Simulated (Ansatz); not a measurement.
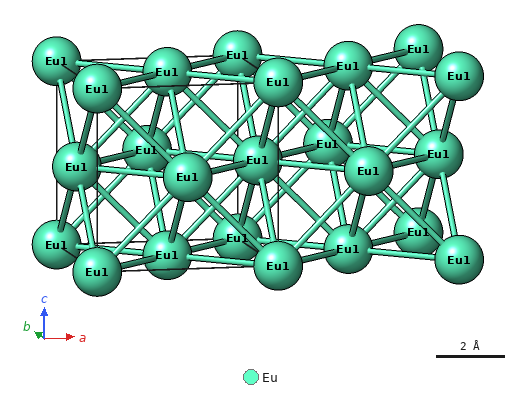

The starting point is solid Eu (a generated structure, set up in Fm-3m). A ball-and-stick model of the conventional cell (4 times the calculation's cell), repeated 2 × 1 × 1 with one cell outlined, seen slightly off an axis. Lengths and directions refer to the drawn axes.

These are results of DFT, PBE, all-electron PAW with datasets made for the crystal, scalar-relativistic (Ansatz), not measurements. (plane-wave cutoff 260 eV; k-point mesh 12 × 12 × 12; occupations fermi dirac; smearing width 0.03 eV; collinear spin)

Now this is done to it. All lengths are scaled by +1.3 % (volume +4.0 %), the atoms keeping their fractional coordinates. No relaxation follows.

> What does the calculation give for the changed structure?

Energy change: +2.0 meV per atom. The pressure goes from 0.1 to −0.5 GPa. All forces vanish by symmetry. The absolute magnetisation per cell goes from 7.55 to 7.56 μB (net moment 7.55 and 7.56 μB). Near-neighbour distances before and after: Eu–Eu 3.878 → 3.929 Å. The space group stays Fm-3m (No. 225).

Limits of the set-up: 4f states are treated without a Hubbard U.
